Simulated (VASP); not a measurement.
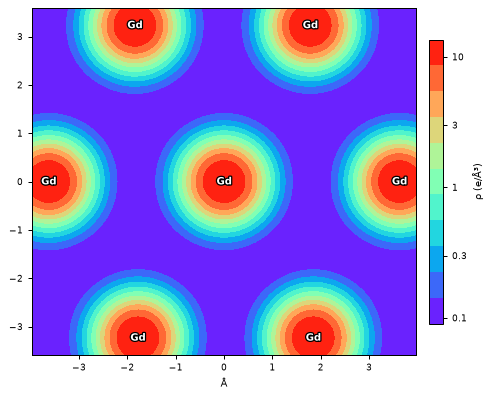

Figure 1: Gd. Valence electron density on the (101) plane of the conventional cell.

Space group P-1; a structure from a database of computed crystals, not necessarily the ambient phase; changed on purpose from its base cell (cell strained at random at fixed volume); spin-polarised.

Level of theory: Kohn-Sham DFT of a periodic cell, PBE, VASP PAW PBE potentials, recommended (VASP 6.6.1).

```cif
data_structure
_symmetry_space_group_name_H-M 'P 1'
_symmetry_Int_Tables_number 1
_cell_length_a 3.6108
_cell_length_b 3.6279
_cell_length_c 3.6547
_cell_angle_alpha 89.959
_cell_angle_beta 61.062
_cell_angle_gamma 60.366
_cell_volume 34.58
loop_
_atom_site_label
_atom_site_type_symbol
_atom_site_fract_x
_atom_site_fract_y
_atom_site_fract_z
_atom_site_occupancy
Gd1 Gd 0.00000 0.50000 0.50000 1
```

Q: Describe what can be read from this map.

A:
- The section cuts through Gd sites.
- Gd–Gd (3.63 Å): ρ at the midpoint is about 0.1 e/Å³.
- Gd–Gd (3.63 Å): the density is about 0.1 e/Å³ at the midpoint.
- Gd–Gd (3.72 Å): the density is about 0.09 e/Å³ at the midpoint.
- Between the atoms the lowest density in this plane is 0.09 e/Å³.

Q: How are the moments arranged in this solution?

A: Parallel moments, as they must be, since the calculation's own cell holds one magnetic site; site moments Gd: +7.0 μB in one cell of 1 atoms.
